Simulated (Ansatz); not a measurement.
Consider MoS₂.

Input

```
crystal:
  lattice:
    - [3.1837189491, 0.0159185947, 0.0]
    - [-1.5780735671, 2.749222191, 0.0]
    - [0.0, 0.0, 34.47923848]
  atoms:
    - { symbol: Mo, position: [0.3333333333, 0.6666666667, 0.09355563] }
    - { symbol: Mo, position: [0.3333333333, 0.6666666667, 0.72090303] }
    - { symbol: Mo, position: [0.6666666667, 0.3333333333, 0.27909697] }
    - { symbol: Mo, position: [0.6666666667, 0.3333333333, 0.90644437] }
    - { symbol: S, position: [0.6666666667, 0.3333333333, 0.0485463] }
    - { symbol: S, position: [0.6666666667, 0.3333333333, 0.67591175] }
    - { symbol: S, position: [0.3333333333, 0.6666666667, 0.23408966] }
    - { symbol: S, position: [0.3333333333, 0.6666666667, 0.86143131] }
    - { symbol: S, position: [0.6666666667, 0.3333333333, 0.13856869] }
    - { symbol: S, position: [0.6666666667, 0.3333333333, 0.76591034] }
    - { symbol: S, position: [0.3333333333, 0.6666666667, 0.32408825] }
    - { symbol: S, position: [0.3333333333, 0.6666666667, 0.9514537] }
hamiltonian:
  xc: pbe
  pseudopotentials: { kind: paw }
kpoints:
  mp_grid: { grid: [7, 7, 1] }
scf:
  occupations: { method: fermi_dirac, width: 0.05 }
output:
  forces: true
  stress: true
  eigenvalues: true
  write_density: true
  write_potential: true
  elf: true
  volumetric_format: npy
relax:
  f_tol: 0.01
  max_steps: 40
```

Launched as:

```sh
ansatz run input.yaml --threads 4 --pin off --max-ram 11264MiB --backend cpu --events-out ev --progress --plain --runs-dir out
```

Below, planes, directions and counts refer to the standardised cell (a = 5.49 Å, b = 3.20 Å, c = 34.48 Å, α = 90.00°, β = 90.00°, γ = 89.71°).

The fields are those of the run's last geometry, not of the input's.

Space group P-1; a structure from a database of computed crystals, not necessarily the ambient phase.

Theory: Ansatz, Kohn-Sham DFT of a periodic cell, PBE, Ansatz PAW.

Q: Predict the valence pseudo-density and electron localisation function between the atoms.

A: Mo–S (2.41 Å): the density is about 0.6 e/Å³ at the midpoint; the ELF peaks at about 0.85 in the valence shell of S, 0.8 Å from its nucleus, and is about 0.45 at the midpoint.

Q: Does the calculation make it a metal, or give it a gap?

A: It is gapped, with a Kohn–Sham gap of 1.7 eV on the k-point mesh, an upper bound to the gap of this method.

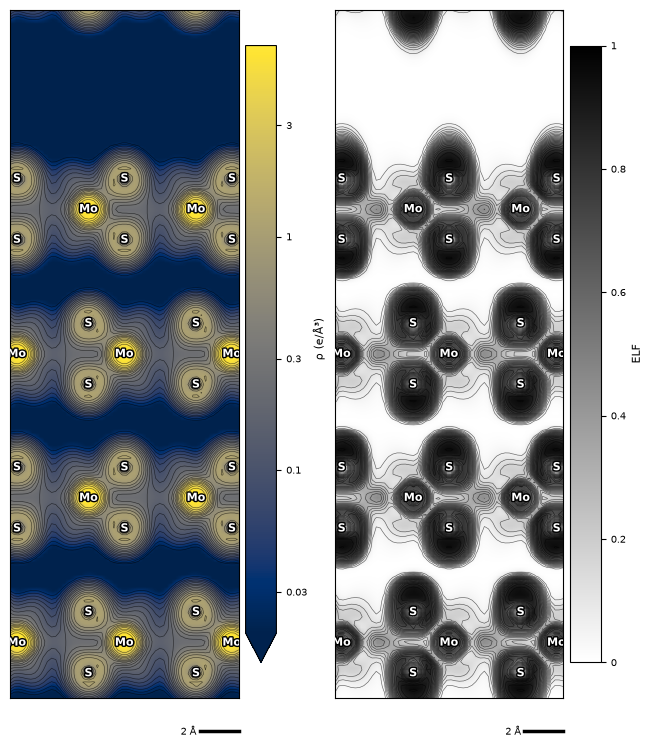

Computed valence pseudo-density and electron localisation function on the (010) plane of the standardised cell, in this order. 

Core electrons are frozen (PAW), and the valence fields are smoothed inside the atomic spheres.
